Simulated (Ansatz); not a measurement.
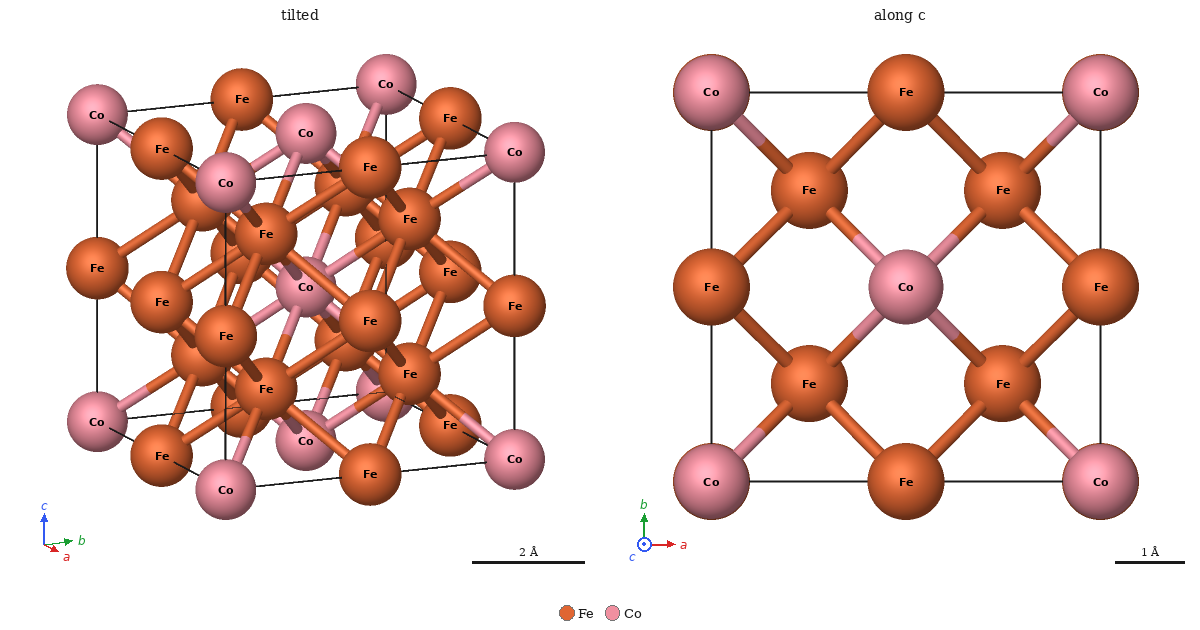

Shown here is a ball-and-stick view of the crystal, taken slightly off an axis and along the c axis. The parallelepiped is the conventional unit cell. Cell: a = 5.69 Å, b = 5.69 Å, c = 5.69 Å, α = 90.00°, β = 90.00°, γ = 90.00°.

Origin of the cell: a structure listed in the Materials Project. Earlier steps of the study, as a rule a relaxation of our own, may have changed the cell and positions, so they can lie some per cent off the listed ones. Ansatz was used for an electronic-structure calculation on it.

> Explain the picture.

The solid is Fe13Co3. The structure has P4/mmm (No. 123) symmetry and a primitive tetragonal lattice. Atoms per cell: 16 (13 Fe, 3 Co). Each Co has eight Fe in a cubic arrangement at about 2.4 Å. Not all metal-metal contacts are counted. The numbers of neighbours within bonding distance are Fe 8. Not all metal-metal contacts are counted. The bonds build a three-dimensional framework.

The numbers come from DFT PBEsol, scalar-relativistic, plane waves, PAW (Ansatz 0.2.0), using an energy cutoff of 420 eV, a 6×6×6 sampling of the Brillouin zone, Gaussian smearing of 0.1 eV, collinear spins.

> Which atoms carry magnetic moments in this run, and how do they order?

The state reached is ferromagnetic. Sizes: Fe 2.3 to 2.6 μB and Co 1.8 μB; net moment 37.0 μB in the run's cell of 16 atoms.

> Is it conducting or gapped at this level?

A metal: bands cross the Fermi level.

> Is the structure in equilibrium?

No. The largest force is 0.20 eV/Å, on Fe. The pressure is -9.1 GPa, so the cell would contract.

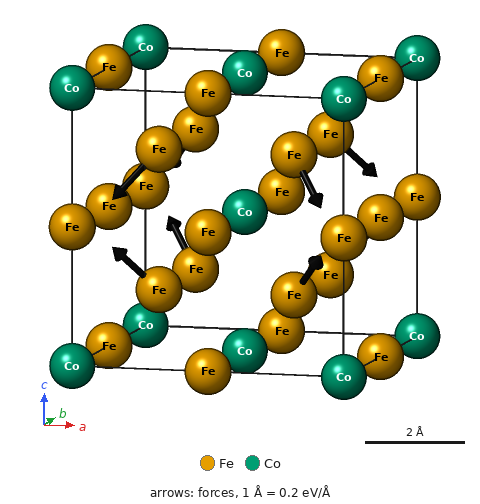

The forces as arrows. The run's cell of 16 atoms is drawn.
